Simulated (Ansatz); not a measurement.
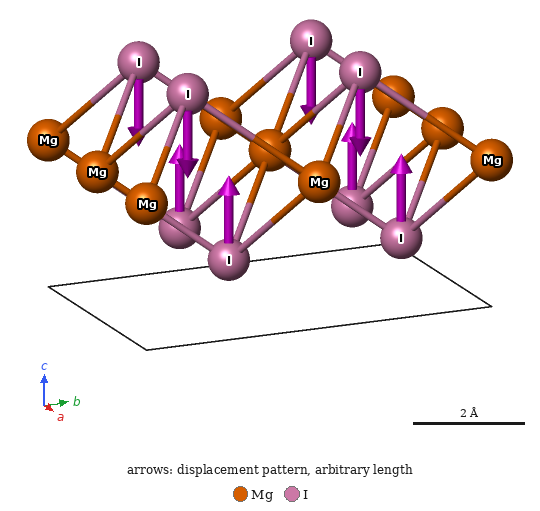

Lattice vibrations of a free-standing layer of MgI2 (a generated structure), space group P-3m1 (No. 164), at the zone centre. The optical levels lie at 59 (×2), 101, 161 (×2), 278 cm⁻¹. One mode is drawn. The purple arrows are the displacements of the atoms (eigenvector over the root of the mass), of arbitrary overall length and sign. A ball-and-stick model of the 2 × 2 repeat of the cell, outlined in the plane, without the vacuum, seen slightly off an axis.

Computed with DFT PBE, scalar-relativistic, plane waves, PAW in Ansatz. Set-up: plane-wave cutoff 420 eV; k-point mesh 6 × 6 × 1; occupations fixed; no spin polarisation.

Frequencies are those without the non-analytic (LO–TO) term.

Which of these frequencies is the drawn mode's?

The level at 101 cm⁻¹. This is the A₁g mode, optical level 2 of 4, counted from below, Raman-active by symmetry. The Mg atoms stay at rest; all motion is along c of the drawn cell; atoms of one kind move against one another, with no net shift of their sublattice.
